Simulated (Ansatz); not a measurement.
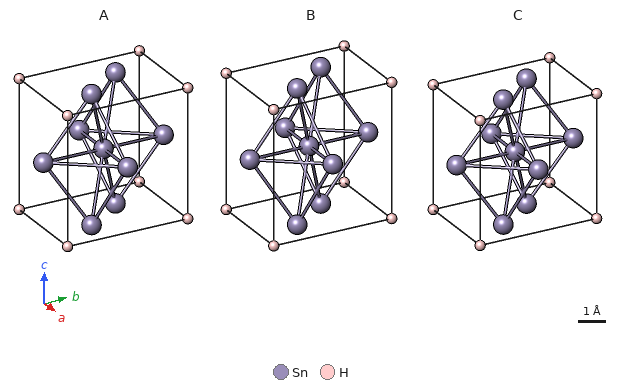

3 geometries from one relaxation of crystalline Sn₅H (a generated structure, set up in P6/mmm) (coarse preliminary run), in shuffled order. A ball-and-stick model of the cell of the calculation, seen slightly off an axis.

Computed with DFT PBE, scalar-relativistic, plane waves, PAW in Ansatz 0.2.0. Settings: plane-wave cutoff 420 eV; k-point mesh 3 × 3 × 4; occupations gaussian; smearing width 0.1 eV; no spin polarisation; cell and atoms relaxed; force threshold 0.04 eV/Å; at most 70 steps.

### Put them in the order of the run, from the start to the converged end.

C, A, B. They are steps 0, 1, 5, at +76.0 meV per atom, +12.9 meV per atom relative to the last. The energy falls by 76.0 meV per atom in 4 accepted moves (5 points after the start). All forces vanish by symmetry, so only the cell relaxes. The pressure goes from 5.91 to −0.01 GPa. At 1 point the geometry stayed and the basis and grid were re-selected for the new cell (energy shift of 0.8 meV per atom at most each time). No atom moves by more than 0.005 Å relative to the cell. Cell: a = b 6.255 → 6.335 Å (+1.3 %), c 4.761 → 5.196 Å (+9.1 %). Volume +12.0 %. Some distances before and after: Sn–Sn 2.988 → 3.177 Å, Sn–Sn 3.128 → 3.168 Å. Bond angles that change, for instance: Sn–Sn–Sn 105.6° → 109.7°, Sn–Sn–Sn 63.1° → 59.8°. The space group stays P6/mmm (No. 191). The run took 54 s on 1 thread of AMD EPYC (Zen 3), with other jobs on the host, peak memory 0.45 GiB.
